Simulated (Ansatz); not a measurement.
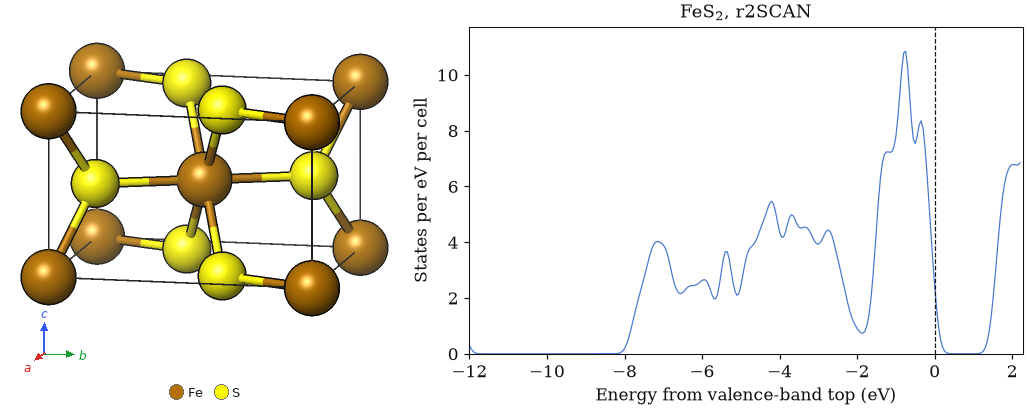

Density of states, beside the structure. Energies are counted from the top of the valence band. The curve is built from the levels of the k mesh with Gaussians 0.3 eV wide, which also blur the band edges.

System: FeS₂, space group Pnnm (No. 58), 6 atoms in the cell; a = 4.43 Å, b = 5.40 Å, c = 3.38 Å, α = 90.00°, β = 90.00°, γ = 90.00°.

Method: DFT, r2SCAN, plane waves, PAW, no spin polarisation, 6×6×8 k mesh (Ansatz).

Q: Metal or insulator, going by the density of states?

A: There is a gap; over the k points computed it is 1.44 eV (indirect; the smallest direct gap is 1.72 eV).

Q: Where is the tallest peak of the filled states in the window?

A: Within the window shown, the tallest peak of the filled states lies 0.7 eV under the valence-band top, at about 11 states per eV and cell.

Q: How wide is the upper valence band?

A: The upper group of valence states starts about 7.9 eV under the valence-band top, with a gap beneath it; it holds about 32 electrons a cell.
